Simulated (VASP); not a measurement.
# Geometry relaxation of P (part 1 of 2)

System: P (2 atoms in the cell).
Method: Kohn-Sham DFT of a periodic cell, PBEsol with D3(BJ), VASP PAW PBE potentials, recommended, no spin polarisation (VASP 6.6.1).

The structure derives from a Materials Project entry.

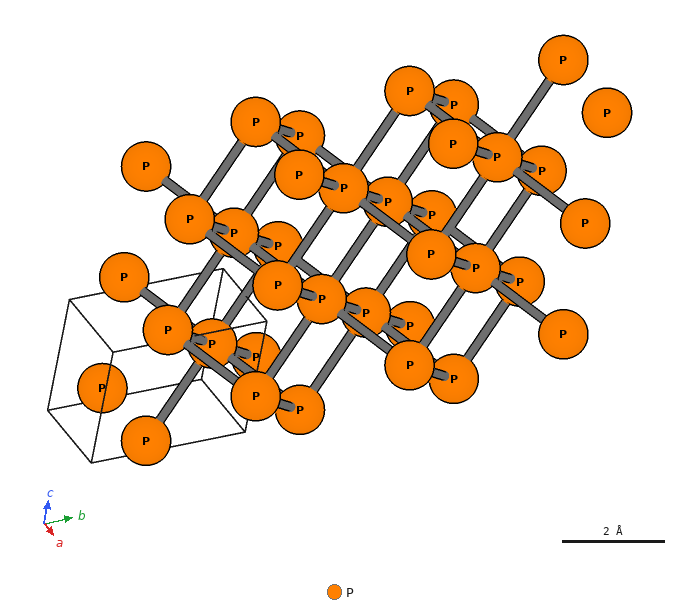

The starting structure (ball-and-stick view of the reduced cell, repeated 2 × 3 × 3, seen slightly off an axis).

INCAR:
```
SYSTEM = P
PREC = Accurate ; ENCUT = 250
EDIFF = 1E-7 ; ISMEAR = 0
SIGMA = 0.1 ; LREAL = .False.
LASPH = .True. ; NELM = 60
ALGO = Normal ; ISIF = 3
LWAVE = .False. ; LCHARG = .False.
GGA = PS ; IVDW = 12
IBRION = 2 ; NSW = 80
EDIFFG = -0.002 ; PSTRESS = 187.5
```

KPOINTS:
```
Automatic mesh
0
Gamma
  15 15 15
  0 0 0
```

POSCAR:
```
P                                       
1.0
    1.6453920909      0.9499675736      2.6878374866
   -1.6453920909      0.9499675736      2.6878374866
    0.0000000000     -1.8999351152      2.6878374786
  P             
     2
Direct
     0.2500500087673042    0.2500500087673042    0.2500500087756673
     0.7499499912326958    0.7499499912326958    0.7499499912243327
```

Machine: 1 thread of AMD EPYC (Zen 3), 64 GiB of memory available, shared host.

Command:
```bash
cat potpaw_PBE.64/P/POTCAR > POTCAR
mpirun -np 1 vasp_std > vasp.out
```

OSZICAR:
```
N       E                     dE             d eps       ncg     rms          rms(c)
DAV:   1     0.781482109686E+01    0.78148E+01   -0.31870E+03  6394   0.540E+02
DAV:   2    -0.109535464471E+02   -0.18768E+02   -0.18127E+02  9276   0.956E+01
DAV:   3    -0.113629339038E+02   -0.40939E+00   -0.40729E+00  7632   0.141E+01
DAV:   4    -0.113645654279E+02   -0.16315E-02   -0.16276E-02  9677   0.924E-01
DAV:   5    -0.113645691257E+02   -0.36978E-05   -0.36977E-05  7954   0.259E-02    0.879E+00
DAV:   6    -0.113368870635E+02    0.27682E-01   -0.40222E-03  8134   0.470E-01    0.523E+00
DAV:   7    -0.113217291732E+02    0.15158E-01   -0.74763E-03  7716   0.714E-01    0.113E-01
DAV:   8    -0.113217594937E+02   -0.30321E-04   -0.93927E-05  8332   0.871E-02    0.339E-02
DAV:   9    -0.113217654010E+02   -0.59073E-05   -0.87142E-06  7735   0.270E-02    0.523E-03
DAV:  10    -0.113217657245E+02   -0.32347E-06   -0.66877E-07  8167   0.587E-03    0.677E-04
DAV:  11    -0.113217657497E+02   -0.25177E-07   -0.61554E-09  4408   0.692E-04
   1 F= -.92736331E+01 E0= -.92717215E+01  d E =-.927363E+01
       N       E                     dE             d eps       ncg     rms          rms(c)
DAV:   1    -0.110920908170E+02    0.22967E+00   -0.19233E+00  8070   0.925E+00    0.204E+00
DAV:   2    -0.110531904568E+02    0.38900E-01   -0.29992E-02  7251   0.132E+00    0.105E+00
DAV:   3    -0.110357175362E+02    0.17473E-01   -0.30397E-02  7548   0.114E+00    0.343E-01
DAV:   4    -0.110356980923E+02    0.19444E-04   -0.12034E-04  8192   0.972E-02    0.258E-01
DAV:   5    -0.110356401094E+02    0.57983E-04   -0.28482E-05  6874   0.392E-02    0.212E-02
DAV:   6    -0.110356389805E+02    0.11289E-05   -0.20192E-07  9425   0.385E-03    0.447E-03
DAV:   7    -0.110356389032E+02    0.77301E-07   -0.19999E-09  3801   0.376E-04
   2 F= -.92617088E+01 E0= -.92606068E+01  d E =0.119243E-01
       N       E                     dE             d eps       ncg     rms          rms(c)
DAV:   1    -0.112358864395E+02   -0.20025E+00   -0.59310E-01  7835   0.500E+00    0.110E+00
DAV:   2    -0.112234246225E+02    0.12462E-01   -0.95139E-03  7048   0.759E-01    0.595E-01
DAV:   3    -0.112178312689E+02    0.55934E-02   -0.10170E-02  7448   0.651E-01    0.164E-01
DAV:   4    -0.112178176748E+02    0.13594E-04   -0.44358E-05  7803   0.585E-02    0.116E-01
DAV:   5    -0.112177873438E+02    0.30331E-04   -0.56072E-06  6904   0.177E-02    0.352E-03
DAV:   6    -0.112177876315E+02   -0.28772E-06   -0.88731E-08  6780   0.242E-03    0.770E-04
DAV:   7    -0.112177877008E+02   -0.69339E-07   -0.20396E-09  3454   0.384E-04
   3 F= -.92888470E+01 E0= -.92870315E+01  d E =-.152139E-01
       N       E                     dE             d eps       ncg     rms          rms(c)
DAV:   1    -0.112154106572E+02    0.23770E-02   -0.14033E-04  7932   0.774E-02    0.168E-02
DAV:   2    -0.112154076449E+02    0.30123E-05   -0.22832E-06  7015   0.116E-02    0.886E-03
DAV:   3    -0.112154064651E+02    0.11798E-05   -0.24128E-06  7575   0.100E-02    0.266E-03
DAV:   4    -0.112154065254E+02   -0.60293E-07   -0.93519E-09  3349   0.869E-04
   4 F= -.92888434E+01 E0= -.92870349E+01  d E =-.152103E-01
       N       E                     dE             d eps       ncg     rms          rms(c)
DAV:   1    -0.112193100991E+02   -0.39036E-02   -0.39198E-04  7876   0.129E-01    0.273E-02
DAV:   2    -0.112193020648E+02    0.80343E-05   -0.66856E-06  7175   0.202E-02    0.146E-02
DAV:   3    -0.112192982130E+02    0.38519E-05   -0.64889E-06  7582   0.164E-02    0.433E-03
DAV:   4    -0.112192981006E+02    0.11242E-06   -0.27227E-08  4974   0.147E-03    0.311E-03
DAV:   5    -0.112192978155E+02    0.28509E-06   -0.52236E-09  3315   0.573E-04    0.166E-04
DAV:   6    -0.112192978299E+02   -0.14382E-07   -0.35049E-10  3236   0.164E-04
   5 F= -.92888429E+01 E0= -.92870230E+01  d E =0.550087E-06
       N       E                     dE             d eps       ncg     rms          rms(c)
DAV:   1    -0.112172326425E+02    0.20652E-02   -0.11098E-04  7874   0.687E-02    0.146E-02
DAV:   2    -0.112172303689E+02    0.22735E-05   -0.18941E-06  7111   0.108E-02    0.779E-03
DAV:   3    -0.112172294884E+02    0.88052E-06   -0.18381E-06  7588   0.875E-03    0.230E-03
DAV:   4    -0.112172295429E+02   -0.54454E-07   -0.75788E-09  3399   0.783E-04
   6 F= -.92888474E+01 E0= -.92870335E+01  d E =-.398292E-05
```

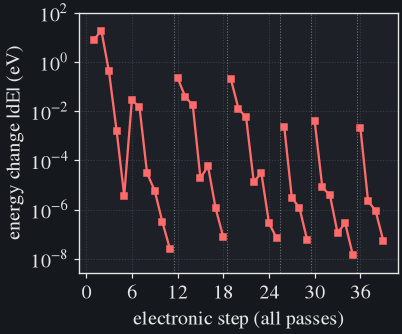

Convergence of the self-consistent field: energy change |dE| against the electronic step. Each stretch between dotted lines is the SCF of one geometry step of a relaxation. The 6 ionic steps take 4 to 11 electronic steps each. The density is held fixed in the first few steps, and dE rises again when its update begins.

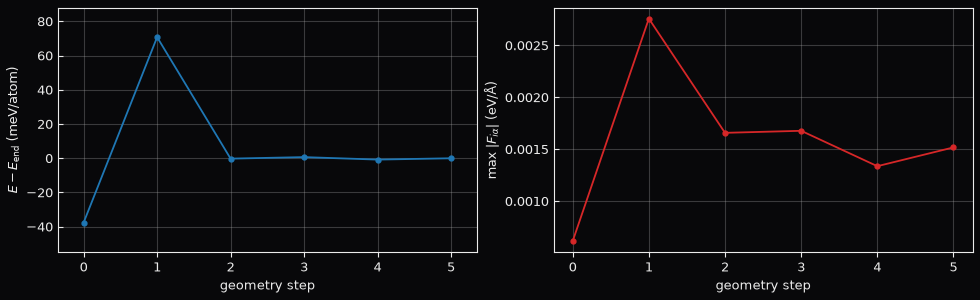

Progress of the relaxation, step by step (steps are counted from 0).

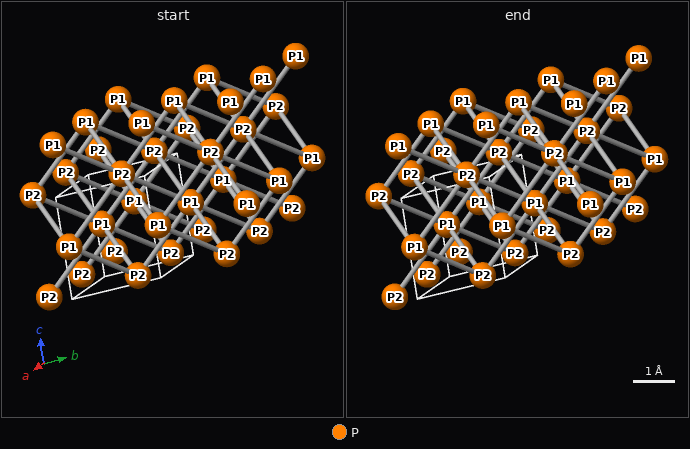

Before (left) and after (right) the relaxation, at one scale (ball-and-stick view of the reduced cell, repeated 3 × 3 × 2, seen slightly off an axis). Over 5 geometry steps the energy rises by 37.6 meV per atom. Largest force component: 0.00062 eV/Å at the start, 0.0015 eV/Å at the end. The atoms keep their places relative to the cell (all moves are under 0.005 Å). The drawn cell changes as follows: a = b 3.291 → 3.257 Å (−1.0 %), c 3.292 → 3.257 Å (−1.0 %); the volume changes by −3.1 %. Distances before and after: P1–P2 2.328 → 2.304 Å. The space group stays Pm-3m (No. 221). (Atoms are counted from 1 in the order of the input.)

Parts of OUTCAR:
```
SYSTEM = P
   PREC = Accurate
   ENCUT = 250
   EDIFF = 1E-7
   ISMEAR = 0
   LREAL = .False.
   LASPH = .True.
   NELM = 60
   ISIF = 3
   GGA = PS
   IVDW = 12
   IBRION = 2
   NSW = 80
   EDIFFG = -0.002
   PSTRESS = 187.5
 IVDW          = 12
 VDW_S6        =  1.00000000  s6, scaling of the dipole-dipole dispersion
 VDW_S8        =  2.94910002  s8, scaling of the dipole-quadrupole dispersion
 VDW_A1        =  0.44659999  a1, scaling of the critical radii
 VDW_A2        =  6.17420006  a2, offset of the critical radii
 VDW_RADIUS    = 50.20216178  two-body interaction cutoff (in Angstroms)
 VDW_CNRADIUS  = 21.16708996  CN, coordination number cutoff (in Angstroms)

 ion  position               nearest neighbor table
   1  0.250  0.250  0.250-   2 2.33   2 2.33   2 2.33   2 2.33   2 2.33   2 2.33
   2  0.750  0.750  0.750-   1 2.33   1 2.33   1 2.33   1 2.33   1 2.33   1 2.33

  LATTYP: Found a trigonal (rhomboedric) cell.
 ALAT       =     3.2915382237
 COS(alpha) =     0.5002290587

  Lattice vectors:

 A1 = (   1.6453920909,   0.9499675736,   2.6878374866)
 A2 = (  -1.6453920909,   0.9499675736,   2.6878374866)
 A3 = (   0.0000000000,  -1.8999351152,   2.6878374786)

Analysis of symmetry for initial positions (statically):
=====================================================================
 Subroutine PRICEL returns:
 Original cell was already a primitive cell.

 Routine SETGRP: Setting up the symmetry group for a
 trigonal (rhombohedral) supercell.

 Subroutine GETGRP returns: Found 12 space group operations
 (whereof 12 operations were pure point group operations)
 out of a pool of 12 trial point group operations.

The static configuration has the point symmetry D_3d.

Analysis of symmetry for dynamics (positions and initial velocities):
=====================================================================
 Subroutine PRICEL returns:
 Original cell was already a primitive cell.

 Routine SETGRP: Setting up the symmetry group for a
 trigonal (rhombohedral) supercell.

 Subroutine GETGRP returns: Found 12 space group operations
 (whereof 12 operations were pure point group operations)
 out of a pool of 12 trial point group operations.

The dynamic configuration has the point symmetry D_3d.

 Subroutine INISYM returns: Found 12 space group operations
 (whereof 12 operations are pure point group operations),
 and found     1 'primitive' translations

----------------------------------------------------------------------------------------

                                     Primitive cell

  volume of cell :      25.2077

  direct lattice vectors                    reciprocal lattice vectors
     1.645392091  0.949967574  2.687837487     0.303878937  0.175444587  0.124015434
    -1.645392091  0.949967574  2.687837487    -0.303878937  0.175444587  0.124015434
     0.000000000 -1.899935115  2.687837479     0.000000000 -0.350889174  0.124015436

  length of vectors
     3.291538224  3.291538224  3.291538205     0.372159965  0.372159965  0.372159967

  position of ions in fractional coordinates (direct lattice)
     0.250050009  0.250050009  0.250050009
     0.749949991  0.749949991  0.749949991

  ion indices of the primitive-cell ions
   primitive index   ion index
                 1           1
                 2           2

----------------------------------------------------------------------------------------

 KPOINTS: Automatic mesh

Automatic generation of k-mesh.
 Grid dimensions read from file:
 generate k-points for:   15   15   15

 Generating k-lattice:

  Cartesian coordinates                     Fractional coordinates (reciprocal lattice)
     0.020258596  0.011696306  0.008267696     0.066666667  0.000000000 -0.000000000
    -0.020258596  0.011696306  0.008267696     0.000000000  0.066666667 -0.000000000
     0.000000000 -0.023392612  0.008267696     0.000000000  0.000000000  0.066666667

  Length of vectors
     0.024810664  0.024810664  0.024810664

  Shift w.r.t. Gamma in fractional coordinates (k-lattice)
     0.000000000  0.000000000  0.000000000

 Subroutine IBZKPT returns following result:
 ===========================================

 Found    344 irreducible k-points:

 Following reciprocal coordinates:
            Coordinates               Weight
  0.000000  0.000000  0.000000      1.000000
  0.066667 -0.000000 -0.000000      6.000000
  0.133333  0.000000 -0.000000      6.000000
  0.200000  0.000000 -0.000000      6.000000
  0.266667  0.000000 -0.000000      6.000000
  0.333333 -0.000000 -0.000000      6.000000
  0.400000 -0.000000 -0.000000      6.000000
  0.466667  0.000000 -0.000000      6.000000
  0.066667  0.066667 -0.000000      6.000000
  0.133333  0.066667 -0.000000     12.000000
  0.200000  0.066667 -0.000000     12.000000
  0.266667  0.066667 -0.000000     12.000000
  0.333333  0.066667 -0.000000     12.000000
  0.400000  0.066667 -0.000000     12.000000
  0.466667  0.066667  0.000000     12.000000
 -0.466667  0.066667  0.000000     12.000000
 -0.400000  0.066667  0.000000     12.000000
 -0.333333  0.066667  0.000000     12.000000
 -0.266667  0.066667  0.000000     12.000000
 -0.200000  0.066667  0.000000     12.000000
 -0.133333  0.066667  0.000000     12.000000
 -0.066667  0.066667  0.000000      6.000000
  0.133333  0.133333 -0.000000      6.000000
  0.200000  0.133333 -0.000000     12.000000
 [... further k-points ...]
   k-points           NKPTS =    344   k-points in BZ     NKDIM =    344   number of bands    NBANDS=      9
   number of dos      NEDOS =    301   number of ions     NIONS =      2
   total plane-waves  NPLWV =   5832
   dimension x,y,z NGX =    18 NGY =   18 NGZ =   18
   dimension x,y,z NGXF=    36 NGYF=   36 NGZF=   36
   ions per type =               2
   NGX,Y,Z   is equivalent  to a cutoff of   9.09,  9.09,  9.09 a.u.
   NGXF,Y,Z  is equivalent  to a cutoff of  18.18, 18.18, 18.18 a.u.
 SYSTEM =  P
   PREC   = accura    normal or accurate (medium, high low for compatibility)
   ISTART =      0    job   : 0-new  1-cont  2-samecut
   ICHARG =      2    charge: 1-file 2-atom 10-const
   ISPIN  =      1    spin polarized calculation?
   LNONCOLLINEAR =      F non collinear calculations
   LSORBIT =      F    spin-orbit coupling
   LASPH  =      T    aspherical Exc in radial PAW
   ENCUT  =  250.0 eV  18.37 Ry    4.29 a.u.   4.24  4.24  4.24*2*pi/ulx,y,z
   NELM   =     60;   NELMIN=  2; NELMDL= -5     # of ELM steps
   EDIFF  = 0.1E-06   stopping-criterion for ELM
   LREAL  =      F    real-space projection
   EDIFFG = -.2E-02   stopping-criterion for IOM
   NSW    =     80    number of steps for IOM
   IBRION =      2    ionic relax: 0-MD 1-quasi-New 2-CG
   NFREE  =      1    steps in history (QN), initial steepest desc. (CG)
   ISIF   =      3    stress and relaxation
   ISYM   =      2    0-nonsym 1-usesym 2-fastsym
   POTIM  = 0.5000    time-step for ionic-motion
   TEBEG  =    0.0;   TEEND  =   0.0 temperature during run
   PSTRESS=  187.5 pullay stress
   NELECT =      10.0000    total number of electrons
   NUPDOWN=      -1.0000    fix difference up-down
   EMIN   =  10.00;   EMAX   =-10.00  energy-range for DOS
   EFERMI =   0.00;   METHOD = LEGACY
   ISMEAR =     0;   SIGMA  =   0.10  broadening in eV -4-tet -1-fermi 0-gaus
   EFERMI_NEDOS =   21; number of points for ismear=-14 and -15
   IALGO  =     38    algorithm
   IMIX   =      4    mixing-type and parameters
     AMIX     =   0.40;   BMIX     =  1.00
     AMIX_MAG =   1.60;   BMIX_MAG =  1.00
  volume/ion in A,a.u.               =      12.60        85.05
  Fermi-wavevector in a.u.,A,eV,Ry     =   1.202903  2.273157 19.687306  1.446976
  Thomas-Fermi vector in A             =   2.338672
   LORBIT       =      0    0 simple, 1 ext, 2 COOP (PROOUT), +10 PAW based schemes
   GGA     = PS    functional components
   LHFCALC =     F    Hartree Fock is set to
   AEXX    =    0.0000 exact exchange contribution
   IVDW    =    12    specifies the selected vdW correction
   LEPSILON=     F    determine dielectric tensor
   LRPA    =     F    only Hartree local field effects (RPA)
 conjugate gradient relaxation of ions
 non-spin polarized calculation
 Gauss-broadening in eV      SIGMA  =   0.10
  energy-cutoff  :      250.00
  volume of cell :       25.21
 maximum number of plane-waves:       247
 NGX is ok and might be reduce to    18
   NGX =  9   NGY =  9   NGZ =  9

--------------------------------------- Ionic step        1  -------------------------------------------

 number of electron      10.0000012 magnetization

 Free energy of the ion-electron system (eV)
  ---------------------------------------------------
  ext. energy  EPLUGINS =         0.00000000
  ---------------------------------------------------
  free energy    TOTEN  =       -11.32176575 eV

  energy without entropy =      -11.31794264  energy(sigma->0) =      -11.31985420

------------------------ aborting loop because EDIFF is reached ----------------------------------------

 Edisp (eV)   -0.90187

 E8    (eV) :    -0.5355

  FORCE on cell =-STRESS in cart. coord.  units (eV):
  Direction    XX          YY          ZZ          XY          YZ          ZX
  --------------------------------------------------------------------------------------
  -------------------------------------------------------------------------------------
  Total       1.96934     1.96934     1.96407     0.00000     0.00000     0.00000
  in kB     125.16937   125.16936   124.83483     0.00000     0.00000     0.00000
  external pressure =      -62.44 kB  Pullay stress =      187.50 kB

 VOLUME and BASIS-vectors are now :
```
